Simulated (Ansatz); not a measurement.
System: Pd.

```yaml
crystal:
  lattice:
    - [4.55296, 0.00000, 0.00000]
    - [-2.27648, 3.94298, 0.00000]
    - [0.00000, 0.00000, 2.70837]
  atoms:
    - { symbol: Pd, position: [0.00000, 0.00000, 0.00000] }
    - { symbol: Pd, position: [0.33333, 0.66667, 0.50000] }
    - { symbol: Pd, position: [0.66667, 0.33333, 0.50000] }
```

Space group P6/mmm; set up as Pd, omega (AlB2-type); a generated structure, not necessarily the stable one; changed on purpose from its base cell (volume × 1.12); computed pressure about −18 GPa in this cell.

Level of theory: DFT, LDA (PW92), plane waves (420 eV) with PAW, scalar-relativistic in Ansatz 0.2.0.

What can the converged valence pseudo-density and electron localisation function tell about the bonding?

Pd–Pd (2.63 Å): ρ is about 0.37 e/Å³ halfway; the ELF is about 0.20 at the midpoint (no shared electron pair shows on this line).

Metal or insulator at this level of theory?

It is gapless in this calculation (a metal or semimetal).

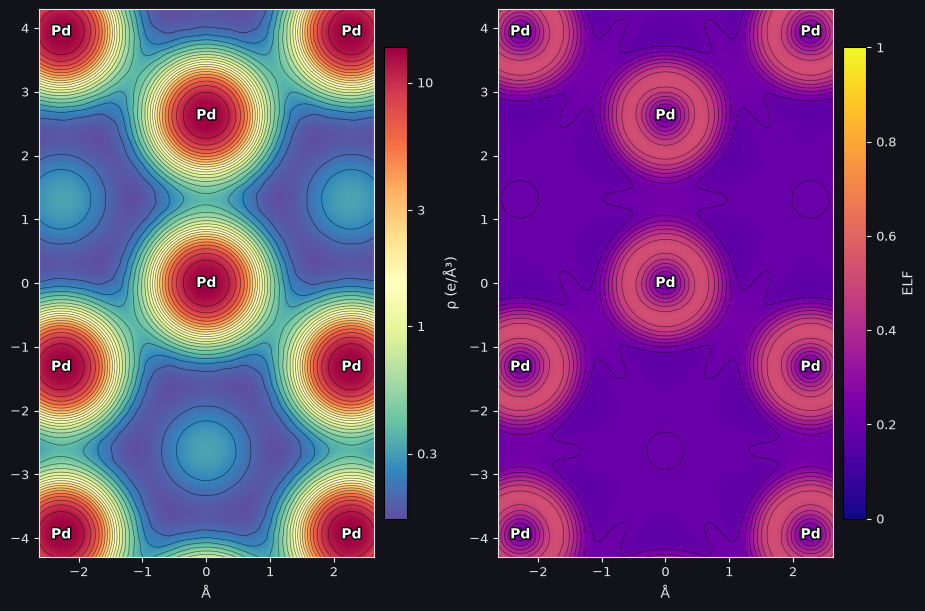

Computed valence pseudo-density and electron localisation function on the (001) plane of the conventional cell, in this order. 

In a PAW calculation such maps are meaningful between the atoms, not at the nuclei.
